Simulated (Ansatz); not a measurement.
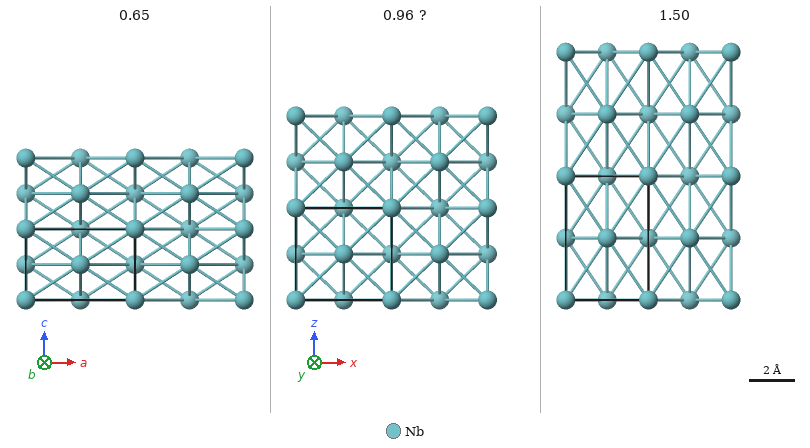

Solid Nb (Fm-3m): the ratio of the cell's length along z to its lengths across, counted as 1 for the reference, is changed at fixed volume (a tetragonal or Bain path), with the atoms kept at their fractional coordinates. x, y and z are the Cartesian axes of the input. A ball-and-stick model of the conventional cell (4 times the calculation's cell), repeated 2 × 2 × 2 with one cell outlined, seen along the b axis. Lengths and directions refer to the drawn axes.

Theory: Ansatz 0.2.0, DFT r2SCAN, scalar-relativistic, plane waves, PAW. Set-up: plane-wave cutoff 500 eV; k-point mesh 22 × 22 × 22; occupations gaussian; smearing width 0.15 eV; no spin polarisation. Energies (free energies at the smearing named) are counted from the cell as listed in its source, which wasn't relaxed.

| axial ratio over its reference value | ΔE (meV/atom) |
| --- | --- |
| 0.650 | −289 |
| 0.707 | −311 |
| 0.780 | −271 |
| 0.850 | −175 |
| 0.920 | −64 |
| 0.960 | ? |
| 1.000 | 0 |
| 1.050 | −23 |
| 1.100 | −72 |
| 1.200 | −166 |
| 1.300 | −186 |
| 1.414 | −115 |
| 1.500 | −3 |

**Estimate the missing energy from the other rows, and compare with the calculation.**

A straight line between the two neighbours gives −32 meV/atom. A cubic through the four nearest rows (0.850, 0.920, 1.000, 1.050) gives, with Lagrange weights, (−0.0686)(−175) + (0.5440)(−64) + (0.6600)(0) + (−0.1354)(−23) = −20 meV/atom. The calculation gives −18 meV/atom, so the cubic is 2 meV/atom too low and the straight line 14 meV/atom too low, as the curve bends downwards here.

The whole profile:

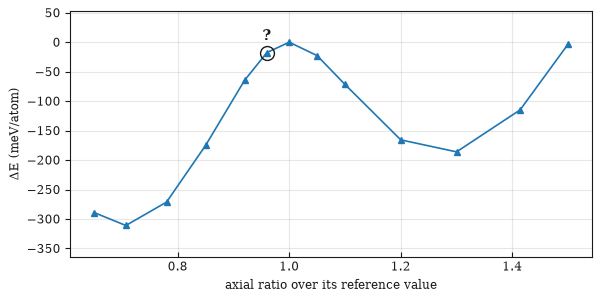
